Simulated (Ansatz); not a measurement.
**Run report: Ge, single-point calculation**

- system: Ge (8 atoms in the cell)
- method: DFT PBEsol, scalar-relativistic, plane waves, PAW, no spin polarisation (Ansatz 0.2.0)

The structure derives from a Materials Project entry. It belongs to a series of runs on one base structure; here: strain -0.0300 x Voigt [1, -1, 0, 0, 0, 0], atoms carried along. Figures and captions count atoms from 1; the log counts them from 0 in places.

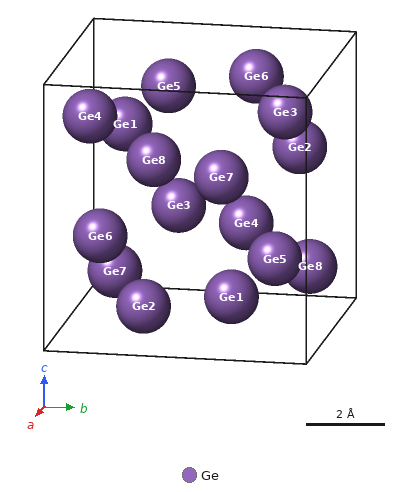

Fig. 1: The input geometry (spheres-only view of the cell 2 times as large as that of the calculation, set on its symmetry axes, seen slightly off an axis; atoms are numbered from 1 in the order of the input). An atom can appear more than once, as a periodic image.

**Results in brief**

```json
{"quantity": "outcome", "value": "converged"}
{"quantity": "space group (tolerance 0.01 Å)", "value": "Ibca (73)"}
{"quantity": "electrons treated", "value": "112"}
{"quantity": "free energy", "value": "−34026.9610 eV"}
{"quantity": "Fermi energy", "value": "9.410 eV"}
{"quantity": "gap on the k-point mesh", "value": "none (metallic)"}
{"quantity": "pressure", "value": "0.21 GPa"}
{"quantity": "largest force (length of the vector)", "value": "0.261 eV/Å"}
{"quantity": "hardware", "value": "2 threads of Arm Neoverse V2, 24 GiB of memory available, shared host"}
{"quantity": "wall time", "value": "42 s (CPU time 83 s)"}
{"quantity": "peak memory", "value": "0.96 GiB"}
```

**The input**
```yaml
crystal:
  lattice:
    - [-3.3655732051, 3.5737529909, 3.469663098]
    - [3.3655732051, -3.5737529909, 3.469663098]
    - [3.3655732051, 3.5737529909, -3.469663098]
  atoms:
    - { symbol: Ge, position: [0.5, 0.0, 0.7958385093] }
    - { symbol: Ge, position: [0.7958385093, 0.5, 0.0] }
    - { symbol: Ge, position: [0.0, 0.7958385093, 0.5] }
    - { symbol: Ge, position: [0.7041614907, 0.7041614907, 0.7041614907] }
    - { symbol: Ge, position: [0.5, 0.0, 0.2041614907] }
    - { symbol: Ge, position: [0.2041614907, 0.5, 0.0] }
    - { symbol: Ge, position: [0.0, 0.2041614907, 0.5] }
    - { symbol: Ge, position: [0.2958385093, 0.2958385093, 0.2958385093] }
basis:
  ecutwfc: 420
kpoints:
  mp_grid: { grid: [8, 8, 8] }
hamiltonian:
  xc: pbesol
scf:
  occupations: { method: gaussian, width: 0.15 }
output:
  forces: true
  stress: true
  eigenvalues: true
  write_density: true
  write_potential: true
  elf: true
  volumetric_format: npy
```

Launch command:
```bash
ansatz run input.yaml --threads 2 --pin off --max-ram 5120MiB --backend cpu --events-out ev --progress --plain --runs-dir out
```

**Output**
```
Engine: ansatz 0.2.0, aarch64-unknown-linux-gnu
Pseudopotentials: kind: paw
Pseudopotential: Ge, paw, valence charge 14, recommended cutoff 420 eV (normal), Ge.paw.azcp
Functional definition: PBEsol
  exchange = pbesol_x
  correlation = pbesol_c
Crystal: 8 atoms, lattice volume = 166.929 Å³
Basis set: ecut = 420 eV, 3247 PW (Γ), exchange–correlation on 90×90×90 points (8 copies of the dense FFT grid, shifted against one another)
Bands: 68, of which v1, the nominal top of the filled ones, is band 56 counted from 1 (55 counted from 0)
Symmetry: 8 space group operations
Space group: Ibca (ITA 73), of the structure as read, at distance tolerance 5.5e-5 Å
k-points: 95 of 512
Non-local potential: Ge, projectors of the file, l = 0: 2, l = 1: 2, l = 2: 3, l = 3: 1
PAW form: soft (Blöchl's): semilocal exchange-correlation on the pseudo side does not see the compensation charge
PAW frozen core: Ge, regenerated for the run's functional, and the local potential with it (the file was generated under x = pbe(κ = 0.804, μ = 0.2195149727645171), c = pbe(β = 0.06672455060314922))
PAW one-centre angular grid: Ge, 590 points (default); XC on 64 Gauss nodes
Initial density: superposition of atomic densities (neutral atoms: chi_scale 0, normalization atom), corrected by the library's trained network
Initial wavefunctions: pseudopotential atomic-orbital guess
Functional: x = pbesol(κ = 0.804, μ = 0.12345679012345678), c = pbesol(β = 0.046)
SCF iter   1: F=—  HF=-34026.967211 eV  |F-HF|=—  |Δ(HF+E_count)|=         —  Δρ=2.11e-3  dr2=6.04e-3  ethr=1.77e-3  ⟨swp⟩=5.4  Hψ=22483  notcnv=0
preconditioner: auto → Kerker (q_TF=auto, 2.553 Å⁻¹)  [metal: Δε(μ)=0.011 eV  Ē_g=22.471 eV  σ=0.150 eV  W_gap=0.04  n_scr=46 (ndim 8)  ℏωp=30.4 eV  f_vac=0.000  D(μ)=1.47/eV (n_scr^D=4)]
SCF iter   2: F=—  HF=-34026.961521 eV  |F-HF|=—  |Δ(HF+E_count)|=   5.69e-3  Δρ=1.50e-3  dr2=3.02e-3  ethr=5.40e-6  ⟨swp⟩=2.4  Hψ=12836  notcnv=0
SCF iter   3: F=—  HF=-34026.961907 eV  |F-HF|=—  |Δ(HF+E_count)|=   3.85e-4  Δρ=9.10e-4  dr2=5.28e-4  ethr=2.69e-6  ⟨swp⟩=2.0  Hψ=11350  notcnv=0
SCF iter   4: F=—  HF=-34026.961015 eV  |F-HF|=—  |Δ(HF+E_count)|=   8.92e-4  Δρ=3.19e-4  dr2=1.01e-4  ethr=4.72e-7  ⟨swp⟩=2.0  Hψ=11345  notcnv=0
SCF iter   5: F=—  HF=-34026.961000 eV  |F-HF|=—  |Δ(HF+E_count)|=   1.55e-5  Δρ=1.71e-4  dr2=2.23e-5  ethr=9.02e-8  ⟨swp⟩=2.0  Hψ=11344  notcnv=0
SCF iter   6: F=—  HF=-34026.961026 eV  |F-HF|=—  |Δ(HF+E_count)|=   2.65e-5  Δρ=2.21e-5  dr2=5.24e-7  ethr=1.99e-8  ⟨swp⟩=2.0  Hψ=9825  notcnv=0
SCF iter   7: F=-34026.961026 eV  HF=-34026.961026 eV  |F-HF|=8.31e-8  |Δ(HF+E_count)|=   1.84e-7  Δρ=7.52e-6  dr2=4.53e-8  ethr=8.93e-11  ⟨swp⟩=10.9  Hψ=49891  notcnv=0
SCF 1 converged in 7 iterations: F = -34026.961026 eV  dr2 = 4.53e-8
  greatest PAW one-centre occupation: 0.998 electrons in one spin orbital (limit 2), on the Ge atom at site 5 (counted from 0), in its partial waves of l = 2
SCF converged after 7 iterations
Free energy (F): -34026.961026 eV
Harris-Foulkes:  -34026.961026 eV  (|F-HF|=8.31e-8)
Internal energy: -34026.944410 eV  (E = F + TS)
E sigma→0 (E₀):  -34026.952718 eV
Entropy (-TS):   -0.016615 eV (-2.077 meV/atom)
Fermi energy:    9.410064 eV
--- Per-component energies (eV) ---
  E_band       = -1095.788766
  E_kinetic    = 891.111433
  E_local      = -18703.563011  (includes V_loc(G=0)·N_el)
  E_nonlocal   = 3356.653437
  E_hartree    = 8187.801902
  E_xc         = -600.066307
  E_vxc        = -518.140944  (∫ρ·V_xc dr)
  E_paw        = -15828.174115  (= ΣΔE_a)
  E_vpaw       = -2497.485272  (= ΣTr[D̂ρ^β])
  E_aug_tail   = 0.002365  (compensation charges beyond the density's cutoff)
  E_ewald      = -11338.053605
  E_core_change = 7.343490  (= ΣΔE_core)
  E_smearing   = -0.016615  (= −TS)
  E_closure    = -0.000000  (closes the sum)
  Σ components = -34026.961026   (vs F -34026.961026, Δ=0.00e0)
--- Forces (eV/Å), atoms counted from 1 ---
  atom   1  Ge     0.05802225    -0.21602804    -0.13454573
  atom   2  Ge    -0.05802225    -0.21602804     0.13454573
  atom   3  Ge     0.05802225     0.21602804     0.13454573
  atom   4  Ge    -0.05802225     0.21602804    -0.13454573
  atom   5  Ge    -0.05802225     0.21602804     0.13454573
  atom   6  Ge     0.05802225     0.21602804    -0.13454573
  atom   7  Ge    -0.05802225    -0.21602804    -0.13454573
  atom   8  Ge     0.05802225    -0.21602804     0.13454573
  max |Σ_I F_I| component: 1.11e-16 eV/Å
--- Stress (GPa, compression-positive) ---
        3.353832      -0.000000      -0.000000
       -0.000000      -2.995451       0.000000
       -0.000000       0.000000       0.275380
  P = ⅓ Tr σ = 0.2113 GPa (2.113 kbar)
--- Band table (eV; the first three rows and the last of 95) ---
  k-point 0: bands = ["-15.4167", "-15.4158", "-15.4143", "-15.4043", "-15.4036", "-15.3930", "-15.3894", "-15.3817", "-15.3526", "-15.3522", "-15.3498", "-15.2935", "-15.2858", "-15.2834", "-15.2659", "-15.2592", "-15.2476", "-15.2464", "-15.2342", "-15.2307", "-15.2283", "-15.2120", "-15.2062", "-15.2022", "-15.1960", "-15.1928", "-15.1680", "-15.1622", "-15.1538", "-15.1513", "-15.1511", "-15.1480", "-15.1380", "-15.1361", "-15.1252", "-15.1248", "-15.1152", "-15.0689", "-15.0605", "-15.0544", "-3.5500", "0.1123", "0.5118", "0.6387", "0.9735", "2.3904", "2.5136", "2.5436", "4.8316", "4.9005", "5.7019", "5.7403", "5.8664", "7.7941", "8.1349", "8.9036", "10.4954", "10.9982", "11.6004", "13.1276", "13.2221", "13.5355", "13.9865", "14.4109", "14.5120", "16.0879", "16.1315", "16.1842"]
  k-point 1: bands = ["-15.4155", "-15.4151", "-15.4151", "-15.4053", "-15.4034", "-15.3920", "-15.3825", "-15.3824", "-15.3530", "-15.3487", "-15.3457", "-15.2967", "-15.2922", "-15.2874", "-15.2739", "-15.2532", "-15.2517", "-15.2432", "-15.2360", "-15.2321", "-15.2282", "-15.2159", "-15.2135", "-15.1994", "-15.1973", "-15.1798", "-15.1742", "-15.1643", "-15.1594", "-15.1540", "-15.1497", "-15.1417", "-15.1362", "-15.1282", "-15.1258", "-15.1202", "-15.1149", "-15.0691", "-15.0620", "-15.0563", "-3.4612", "-0.0586", "0.3672", "0.3696", "0.9998", "2.3879", "2.6176", "2.8183", "4.7534", "5.0099", "6.0128", "6.0770", "6.2152", "7.4195", "8.0413", "8.5388", "10.8853", "11.0025", "12.0375", "12.4445", "12.8420", "12.8638", "14.1052", "14.4020", "14.7530", "15.3178", "15.3760", "15.4384"]
  k-point 2: bands = ["-15.4166", "-15.4146", "-15.4115", "-15.4057", "-15.4014", "-15.3868", "-15.3817", "-15.3705", "-15.3563", "-15.3437", "-15.3335", "-15.3037", "-15.3030", "-15.2934", "-15.2888", "-15.2614", "-15.2451", "-15.2436", "-15.2394", "-15.2393", "-15.2259", "-15.2221", "-15.2169", "-15.1961", "-15.1907", "-15.1891", "-15.1726", "-15.1667", "-15.1609", "-15.1579", "-15.1494", "-15.1360", "-15.1265", "-15.1201", "-15.1191", "-15.1160", "-15.1113", "-15.0699", "-15.0659", "-15.0615", "-3.1961", "-0.6481", "0.0037", "0.1003", "1.1426", "2.0997", "3.0461", "3.4332", "4.6791", "5.5343", "6.2388", "6.6913", "7.0524", "7.2484", "7.4622", "8.4547", "10.1538", "11.1525", "11.8460", "11.9112", "12.3883", "13.2486", "13.4631", "13.4722", "14.3974", "14.7465", "15.1305", "15.6832"]
  k-point 94: bands = ["-15.4265", "-15.4212", "-15.4112", "-15.3808", "-15.3776", "-15.3643", "-15.3640", "-15.3617", "-15.3462", "-15.3275", "-15.3110", "-15.3099", "-15.3077", "-15.3017", "-15.2907", "-15.2867", "-15.2803", "-15.2742", "-15.2598", "-15.2452", "-15.2393", "-15.2289", "-15.2224", "-15.2098", "-15.2088", "-15.2074", "-15.1823", "-15.1758", "-15.1717", "-15.1342", "-15.1322", "-15.1294", "-15.1050", "-15.1034", "-15.0971", "-15.0911", "-15.0862", "-15.0843", "-15.0783", "-15.0782", "-1.6140", "-1.3531", "-1.1781", "0.0658", "0.0816", "0.2988", "3.5648", "5.8307", "5.9306", "5.9872", "6.9845", "7.0042", "7.0186", "7.8042", "9.7354", "9.7385", "10.1343", "10.8220", "11.7330", "11.8974", "12.0144", "12.3915", "12.6115", "12.7500", "13.1597", "13.2226", "13.4379", "13.7817"]
```

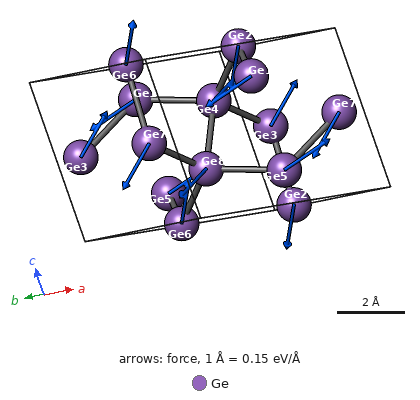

Fig. 2: Forces on the atoms as blue arrows (ball-and-stick view of the cell of the calculation, seen at an oblique angle; atoms are numbered from 1 in the order of the input). The largest act on all 8 Ge atoms (0.26 eV/Å). The geometry is not a stationary point of this energy.

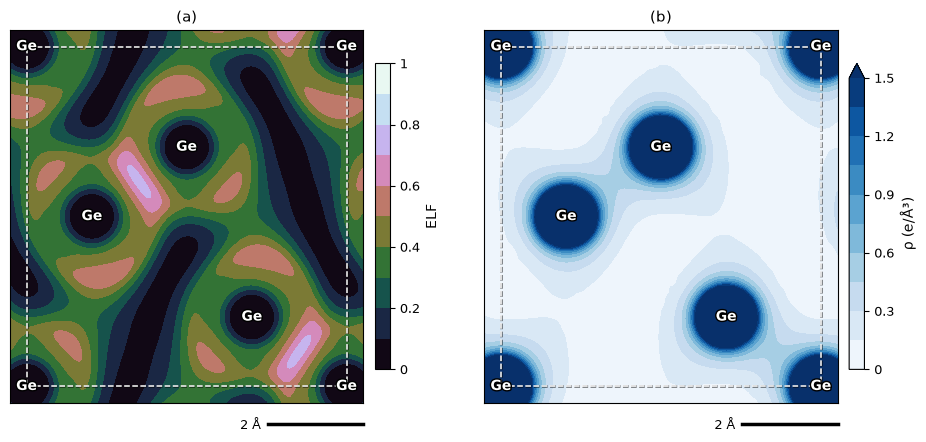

Fig. 3: (a) ELF; (b) valence pseudo-density on the (010) plane of the conventional cell. Atoms in the plane: Ge. Ge–Ge (2.47 Å): ρ at the midpoint is about 0.48 e/Å³; the ELF peaks at about 0.75 between the atoms, which marks a covalent bond. Away from the nuclei the density in this plane falls to 0.05 e/Å³ at its lowest. Core electrons are frozen (PAW), so the fields are smoothed inside the atomic spheres.

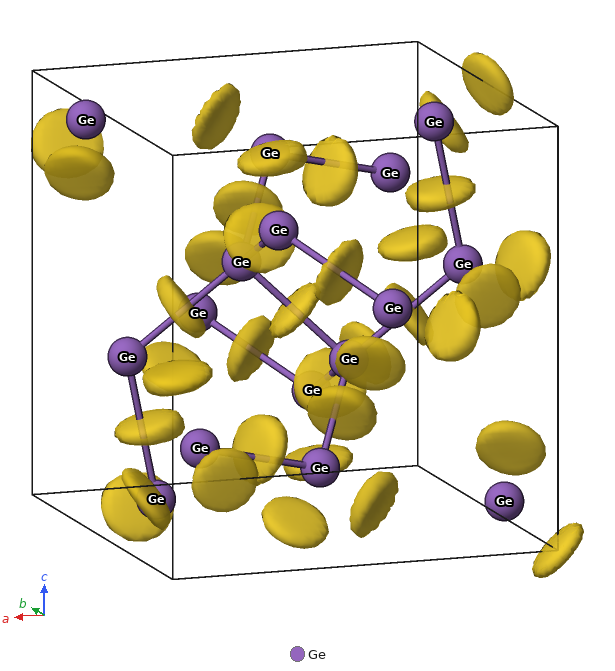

Fig. 4: Isosurface of the electron localisation function at 0.65 (yellow), seen at an oblique angle. Only the valence region is drawn (cores and ρ < 0.01 e/Å³ removed). Sticks mark near contacts. The outline is the cell set on symmetry axes. The ELF exceeds this value in 32 regions between bonded Ge–Ge atoms (shared pairs), counted in one cell of 16 atoms. Ge–Ge (2.55 Å): the ELF peaks at about 0.75 between the atoms, as expected for localised, shared-pair bonding.
